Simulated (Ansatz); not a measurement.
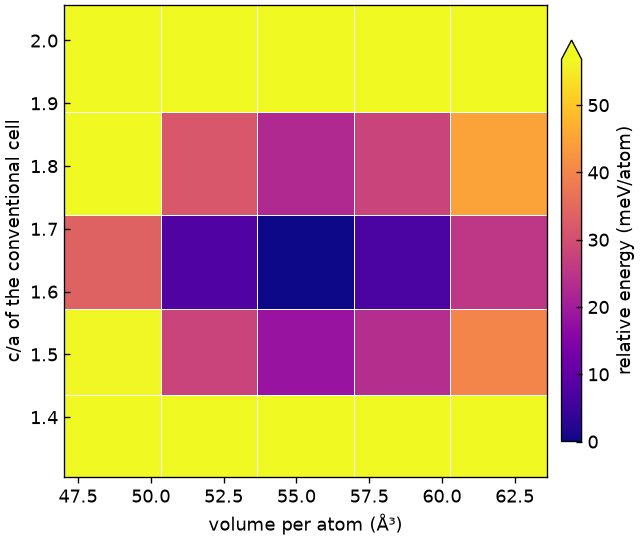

Energy landscape of Sr (P6_3/mmc, No. 194; 2 atoms in the cell). The energy is mapped over volume and the cell's shape. First axis: volume per atom. Second axis: c/a of the conventional cell. Nothing is relaxed (symmetry fixes all fractional coordinates). Grid: 5 × 5 points. Points are written as (first, second). Energies: meV/atom, counted from the lowest grid point. Computed with DFT PBE, scalar-relativistic, plane waves, PAW in Ansatz. Settings: cutoff 420 eV, k-mesh 15×15×8 in the order of the run's cell vectors, gaussian smearing 0.15 eV, no spin polarisation.

Drawn: one coloured cell a grid point, one colour for all values above the top of the scale. 

Q: What does the map say about the system?

A: The lowest grid point is at (55.31 Å³, 1.643). No other kind of well shows on this grid. The highest grid point, (48.67 Å³, 1.971), lies 145 meV/atom above the lowest. Round the minimum the two coordinates are nearly uncoupled.

The values on the grid:

```csv
"c/a of the conventional cell ↓, volume per atom →",48.67,51.99,55.31,58.63,61.95
1.971,145,111,95,94,105
1.800,59,32,22,28,45
1.643,34,8,0,7,25
1.500,56,28,18,23,40
1.370,111,81,68,71,84
```

Time for the 25 points that were run: 4.9 min on 1 thread of Arm Neoverse V1, with other jobs on the host.
